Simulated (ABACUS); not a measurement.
**Band-structure run of MnS (part 3 of 3)**

Continued. System: MnS (4 atoms in the cell). Method: Kohn-Sham DFT of a periodic cell, PBEsol, SPMS ONCV 1.0 PBE, spin-polarised (ABACUS 3.10.1); cutoff 1319.75 eV, 6×6×3 k-mesh, fermi-dirac of 0.05 eV, collinear spins. The structure derives from a Materials Project entry.

Geometry of the input (Å; fractional positions):
```
3.9536  0.0000  0.0000
-1.9768  3.4239  0.0000
0.0000  0.0000  6.3425
Mn 0.6667  0.3333  0.4988
Mn 0.3333  0.6667  0.9988
S  0.3333  0.6667  0.6262
S  0.6667  0.3333  0.1262
```

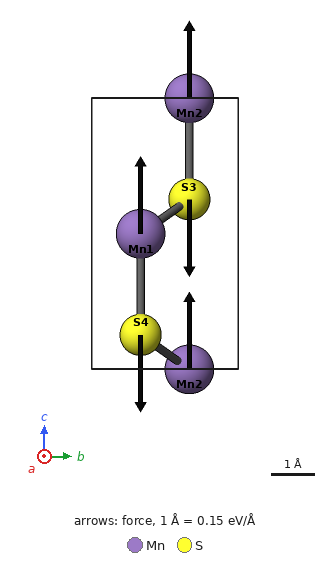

Fig. 1: Forces on the atoms as black arrows (ball-and-stick view of the cell of the calculation, along the a axis; atoms are numbered from 1 in the order of the input). The largest act on Mn1, Mn2 (0.27 eV/Å); S3, S4 (0.27 eV/Å). The geometry is not a stationary point of this energy.

**Results in brief**

| quantity | value |
| --- | --- |
| outcome | converged |
| space group (tolerance 0.01 Å) | P6₃mc (186) |
| electrons treated | 42 |
| free energy | −6343.4124 eV |
| Fermi energy | 7.839 eV |
| gap on the k-point mesh | none (metallic) |
| net moment of the cell | 9.82 μB |
| integrated absolute moment | 9.82 μB |
| pressure | −0.36 GPa |
| largest force (length of the vector) | 0.273 eV/Å |
| wall time | 46 s (CPU time 3.1 min) |
| peak memory | 0.52 GiB |
